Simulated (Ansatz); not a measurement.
System: SnO₂, space group P4_2/mnm (No. 136).

Input of the run:
```
crystal:
  lattice:
    - [4.8273977793, 0.0, 0.0]
    - [0.0, 4.8273977793, 0.0]
    - [0.0, 0.0, 3.2382126336]
  atoms:
    - { symbol: Sn, position: [0.0, 0.0, 0.0] }
    - { symbol: Sn, position: [0.5, 0.5, 0.5] }
    - { symbol: O, position: [0.3065711035, 0.3065711035, 0.0] }
    - { symbol: O, position: [0.1934288965, 0.8065711035, 0.5] }
    - { symbol: O, position: [0.6934288965, 0.6934288965, 0.0] }
    - { symbol: O, position: [0.8065711035, 0.1934288965, 0.5] }
basis:
  ecutwfc: 420
kpoints:
  mp_grid: { grid: [6, 6, 8] }
hamiltonian:
  xc: pbe
scf:
  occupations: { method: fixed }
output:
  eigenvalues: true
phonons:
  method: dfpt
  dielectric: true
  rigid_motions: translations
  raman: true
  eigenvectors: true
```

Command:
```bash
ansatz run input.yaml --threads 2 --pin off --max-ram 6144MiB --backend cpu --events-out ev --progress --plain --runs-dir out
```

Calculation (Ansatz 0.2.0): optical phonons of an insulator on the approach to the zone centre along x, y and z with the field of polar modes, imaginary frequencies are negative, field response on a mesh refined by the program; plane waves with PAW datasets. Level: PBE, no spin polarisation.

```
    setting   value
wave cutoff  420 eV
     k mesh   6×6×8
occupations   fixed
   pressure   0 GPa
```

Predict the polar optical modes, transverse and longitudinal, for each direction of approach to the zone centre.

Along x the polar lines lie at 219.9, 260.3, 318.1, 429.6, 547.7, 681.0 cm⁻¹; along y the polar lines lie at 219.9, 260.3, 318.1, 429.6, 547.7, 681.0 cm⁻¹; along z the polar lines lie at 219.9, 260.3, 547.7, 632.0 cm⁻¹ (lines above 2 % of the strongest).

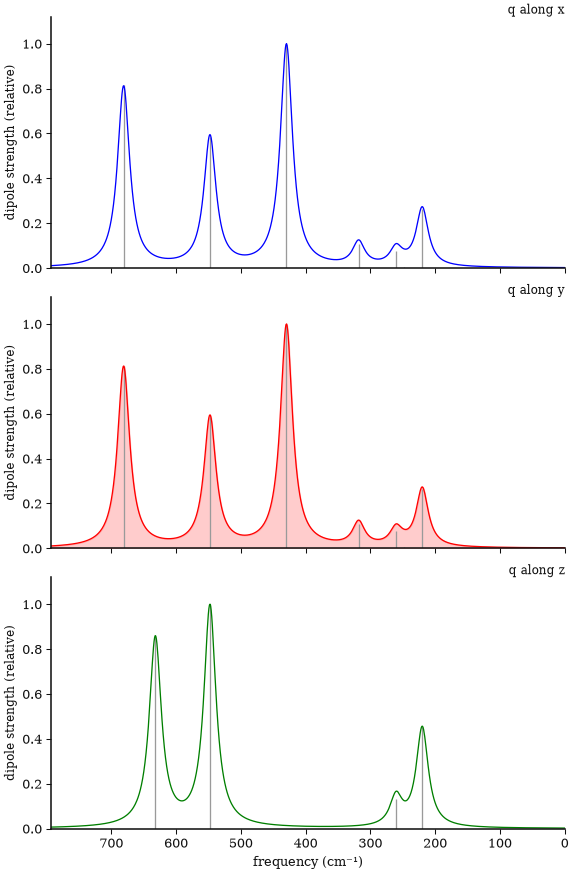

Lines are broadened by Lorentzians of 23 cm⁻¹ full width; each panel is scaled to its strongest line.

Keep in mind: a crossing between the sampled k points may be missed; field response not converged on the k mesh.
